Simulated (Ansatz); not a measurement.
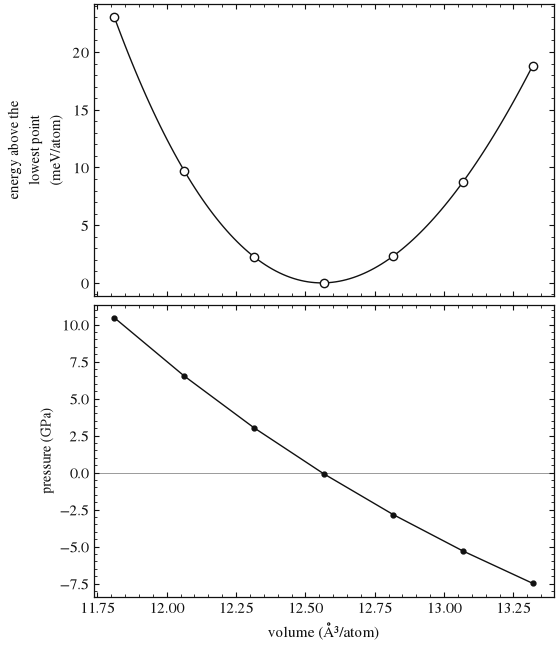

Plotted: energy above the lowest point and pressure against volume for Ni, space group Pm-3m (No. 221) (one of a set of cubic test structures, which need not be the stable phase).

Method: equation of state of a cubic crystal from periodic Kohn-Sham density functional theory without spin, third-order Birch-Murnaghan fit to the free energies; pressure corrected for the finite basis (Ansatz 0.2.0 development build). Level: PBE.

structure type simple cubic; atoms in cell 1; space group number 221; lattice centring simple cubic; k mesh 46×46×46; occupation method Fermi–Dirac; occupation width 0.06123 eV; wave cutoff 420 eV; datasets soft-1 PAW; density tolerance 1e−07 eV; bands 13; density cutoff ratio 4; search for lower states default.

**Give the fitted equation-of-state parameters.**

A third-order Birch–Murnaghan fit gives V0 = 12.56 Å³/atom, B0 = 147 GPa and B′ = 4.8.

**Read off the course of the pressure.**

It falls from 10.5 GPa at volume 11.81 Å³/atom to −7.5 GPa at 13.32 Å³/atom, and changes sign near 12.56 Å³/atom.

Note: cubic model structure, not the ambient form; no spin polarisation, a magnetic state may lie lower.

The computed values:

```json
{"volume (Å³/atom)": "11.81", "energy above the lowest point (meV/atom)": "23.0", "pressure (GPa)": "10.5"}
{"volume (Å³/atom)": "12.06", "energy above the lowest point (meV/atom)": "9.7", "pressure (GPa)": "6.5"}
{"volume (Å³/atom)": "12.31", "energy above the lowest point (meV/atom)": "2.3", "pressure (GPa)": "3.0"}
{"volume (Å³/atom)": "12.57", "energy above the lowest point (meV/atom)": "0.0", "pressure (GPa)": "-0.1"}
{"volume (Å³/atom)": "12.82", "energy above the lowest point (meV/atom)": "2.3", "pressure (GPa)": "-2.8"}
{"volume (Å³/atom)": "13.07", "energy above the lowest point (meV/atom)": "8.7", "pressure (GPa)": "-5.3"}
{"volume (Å³/atom)": "13.32", "energy above the lowest point (meV/atom)": "18.8", "pressure (GPa)": "-7.5"}
```
